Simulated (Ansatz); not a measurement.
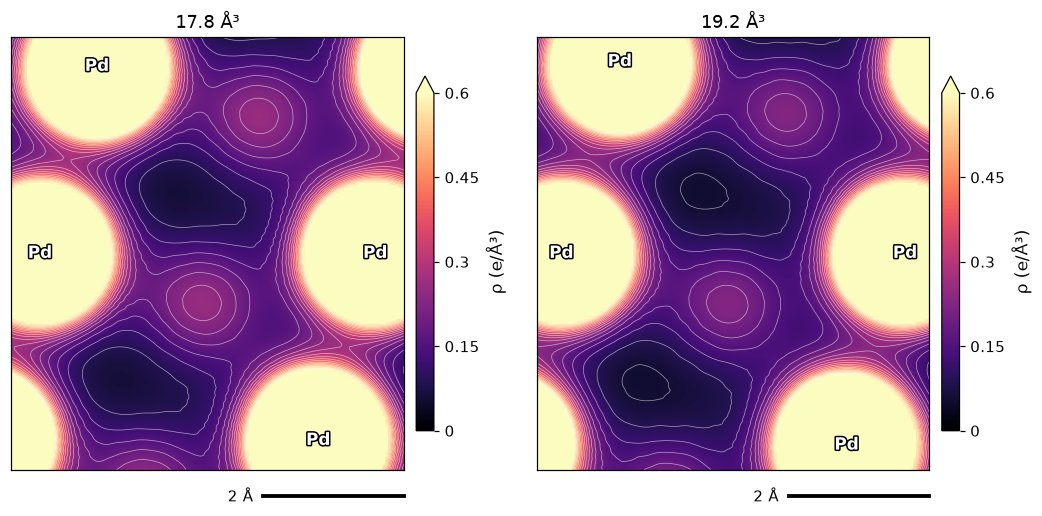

Pd. The valence charge density (pseudo) of cells scaled evenly to different volumes (given per atom above each panel), on the (001) plane of each (indices in the axes of the cell below), at one length scale and on one colour scale.

A generated structure, not necessarily the stable one; the program warned that a starting moment wasn't kept; spin-polarised, but the moments vanished.

The calculation used DFT, BLYP, plane waves (420 eV) with PAW, scalar-relativistic (Ansatz).

The density is the valence pseudo-density of a PAW calculation; it isn't the true density close to the nuclei.

The largest cell:

```
Pd
1.0
    -3.09304    3.52066    1.39310
     3.52066   -3.09304    1.39310
     1.98563    1.98563   -0.60993
Pd
2
Direct
  0.00763 0.99237 0.00000
  0.74237 0.25763 0.50000
```

| volume (Å³/atom) | Pd–Pd contact in the plane (Å) | ρ at its midpoint (e/Å³) | pressure (GPa) | 
| --- | --- | --- | --- |
| 17.79 | 2.782 | 0.271 | −4.3 | 
| 18.47 | 2.817 | ? | ? | 
| 19.16 | 2.851 | 0.237 | −10.1 | 

> What values belong in the row with question marks?

Over the known rows ln ρ falls by 1.94 per Å of Pd–Pd distance (the line through the two), which gives 0.253 e/Å³ at 2.817 Å; the calculation gives 0.253 e/Å³. For the pressure, a straight line in volume between the neighbouring rows gives −7.2 GPa; the calculation gives −7.6, lower because pressure rises ever faster on compression.
